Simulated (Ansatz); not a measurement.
Consider Pt.

Input

```
crystal:
  lattice:
    - [-1.5821724, 1.58498199, 1.5212690784]
    - [1.60291519, -1.57977957, 1.5361878336]
    - [1.56748235, 1.56508952, -1.5162747552]
  atoms:
    - { symbol: Pt, position: [0.0, 0.0, 0.0] }
hamiltonian:
  xc: pbe
  pseudopotentials: { kind: paw }
kpoints:
  mp_grid: { grid: [12, 12, 12] }
scf:
  occupations: { method: fermi_dirac, width: 0.05 }
output:
  forces: true
  stress: true
  eigenvalues: true
  write_density: true
  write_potential: true
  elf: true
  volumetric_format: npy
```

Run with:

```sh
ansatz run input.yaml --threads 2 --pin off --max-ram 5632MiB --backend cpu --events-out ev --progress --plain --runs-dir out
```

Below, planes, directions and counts refer to the conventional cell (a = 2.68 Å, b = 2.71 Å, c = 2.71 Å, α = 108.41°, β = 111.00°, γ = 108.50°).

Space group P-1; a structure from a database of computed crystals, not necessarily the ambient phase; computed pressure about 9 GPa in this cell.

The calculation used Kohn-Sham DFT of a periodic cell, PBE, Ansatz PAW (Ansatz).

Question: What can the converged valence pseudo-density and electron localisation function tell about the bonding?

Answer: Pt–Pt (2.68 Å): ρ is about 0.43 e/Å³ halfway; the ELF is about 0.30 at the midpoint: no localised pair shows between them.
Pt–Pt (2.71 Å): ρ at the midpoint is about 0.41 e/Å³; the ELF is about 0.30 at the midpoint; no shared electron pair shows on this line.

Question: Does the calculation give a band gap?

Answer: It is metallic or semimetallic at this level of theory: no gap opens.

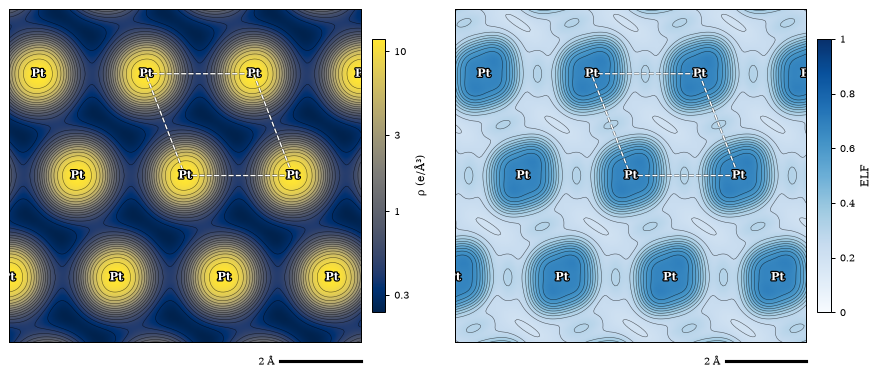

Computed valence pseudo-density and electron localisation function on the (010) plane of the conventional cell, in this order. 

The density is the valence pseudo-density of a PAW calculation; it isn't the true density close to the nuclei.
